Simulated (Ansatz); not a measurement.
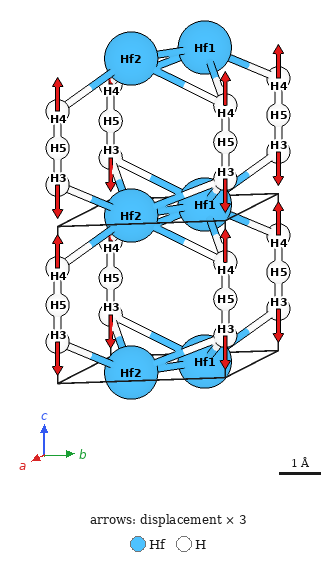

A relaxation of a crystal of Hf₂H₃ (a generated structure, set up in P6/mmm) (coarse preliminary run). The starting structure is drawn; red arrows show the displacements (the part carried along by the change of the cell is left out), 3 times their true length.

Style: ball-and-stick. Shown: the cell of the calculation, repeated 1 × 1 × 2 with one cell outlined, slightly off an axis.

These are results of DFT PBE, scalar-relativistic, plane waves, PAW in Ansatz, not measurements. Settings: plane-wave cutoff 420 eV; k-point mesh 6 × 6 × 4; occupations gaussian; smearing width 0.1 eV; no spin polarisation; cell and atoms relaxed; force threshold 0.04 eV/Å; at most 70 steps.

Which element moves most?

Hydrogen: up to 0.29 Å, against 0.00 Å for hafnium.

What happened in the run?

The largest moves relative to the cell, 0.29 Å, are those of H3 and H4. H4 goes along +c. Hf stays in place. The drawn cell changes as follows: a = b 4.266 → 5.071 Å (+18.9 %), c 3.963 → 2.991 Å (−24.5 %); the volume changes by +6.7 %. Some distances before and after: H3–H4 2.107 → 1.008 Å, Hf1–Hf1 3.963 → 2.991 Å, Hf1–Hf2 2.463 → 2.928 Å, Hf1–H3 2.679 → 2.971 Å. The space group stays P6/mmm (No. 191). The energy falls by 622 meV per atom in 9 accepted moves (12 points after the start). Largest force component: 1.2 eV/Å at the start, 0.0032 eV/Å at the end. Pressure: 14.64 GPa at the start and 0.23 GPa at the end. The line search rejected the trial step at point 6 of the run. The SCF was repeated twice at an unchanged geometry on a basis and grid sized afresh for the cell, which shifted the energy by 10.1 meV per atom at most.

Limits of the set-up: the k-point mesh is coarse for a cell with partly filled bands.
